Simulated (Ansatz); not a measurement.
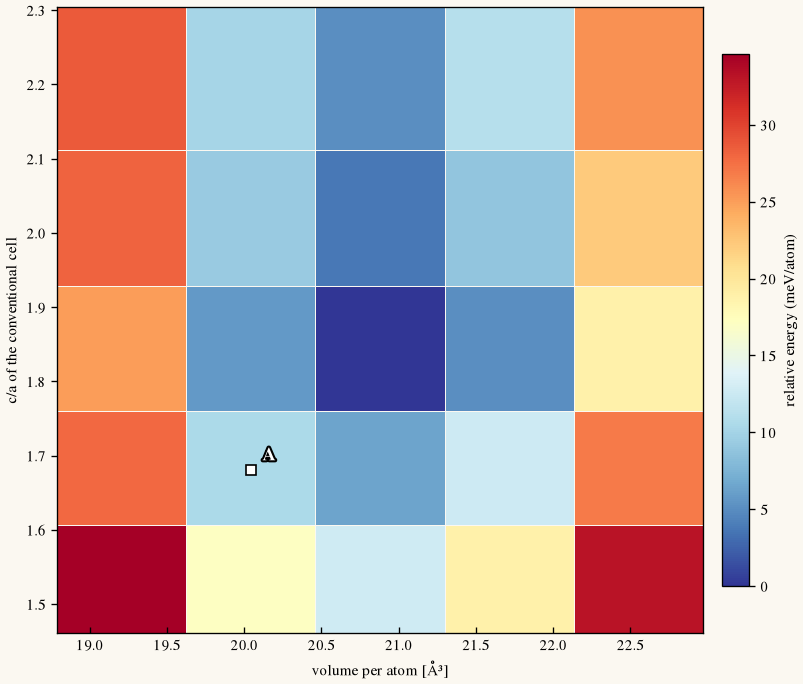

Ga3Sb (I4/mmm, No. 139; 4 atoms in the cell). The energy is mapped over volume and the cell's shape. Coordinates scanned: (1) volume per atom; (2) c/a of the conventional cell. Nothing is relaxed (symmetry fixes all fractional coordinates). Grid: 5 × 5 points. Points are written as (first, second). Energies: meV/atom, counted from the lowest grid point. All numbers below come from DFT PBE+D3(BJ), scalar-relativistic, plane waves, PAW in Ansatz. Settings: cutoff 420 eV, k-mesh 14×14×14, gaussian smearing 0.15 eV, no spin polarisation.

In the figure: one coloured cell a grid point, the point A.

> Which way does the force act at A, and how strong is it?

A, at (20.04 Å³, 1.680), is not a stationary point. The computed force is 12 meV/atom for each Å³ towards larger values of volume per atom and 47 meV/atom for each unit towards larger values of c/a of the conventional cell.

PAW datasets: the set soft_1.
